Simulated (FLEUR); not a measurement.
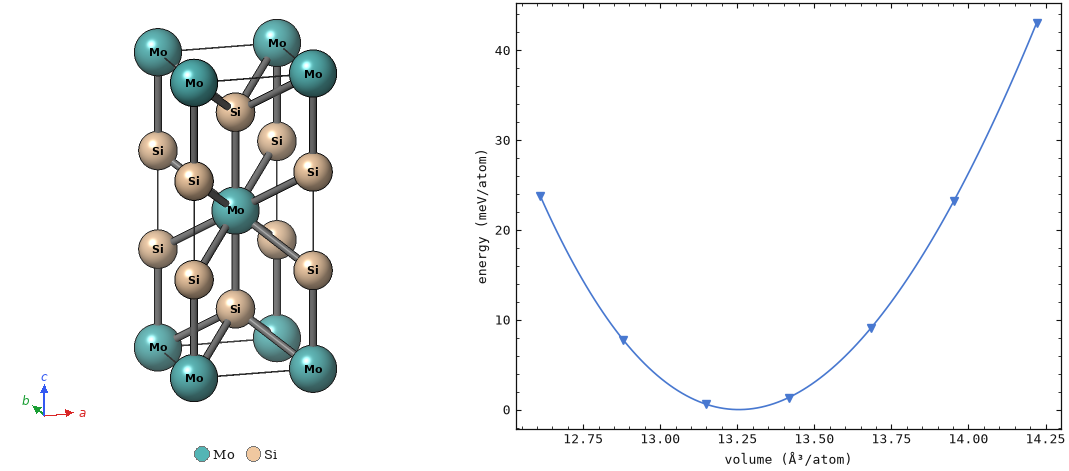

Computed with FLEUR MaX-R8.1 (later development tree): all-electron LAPW DFT, no spin polarisation; energies at scaled volumes of the given cell, shape and fractions fixed, counted from the fit's minimum, third-order Birch-Murnaghan fit. Level: PBEsol.

k mesh 12×12×12; occupations Fermi–Dirac; smearing width 0.05 eV; potentials all electron; program settings basis FLAPW, kmax 4.41 1/bohr.

Starting cell:
```yaml
crystal:
  lattice:
    - [-1.60000, 1.60000, 3.93050]
    - [1.60000, -1.60000, 3.93050]
    - [1.60000, 1.60000, -3.93050]
  atoms:
    - { symbol: Mo, position: [0.00000, 0.00000, 0.00000] }
    - { symbol: Si, position: [0.66700, 0.66700, 0.00000] }
    - { symbol: Si, position: [0.33300, 0.33300, 0.00000] }
```

Caption: Energy against volume for Si₂Mo, space group I4/mmm (No. 139). The conventional cell is drawn beside the plot.

A third-order Birch–Murnaghan fit gives V0 = 13.26 Å³/atom, B0 = 222 GPa and B′ = 4.4. The energy is 23.73 meV/atom at volume 12.61 Å³/atom and 43.06 meV/atom at 14.22 Å³/atom; the lowest computed point is at volume 13.15 Å³/atom (0.60 meV/atom), and no other minimum shows.

Limits of the calculation: shape and atomic fractions are frozen while scaling, which makes layered, chain and framework solids too stiff.
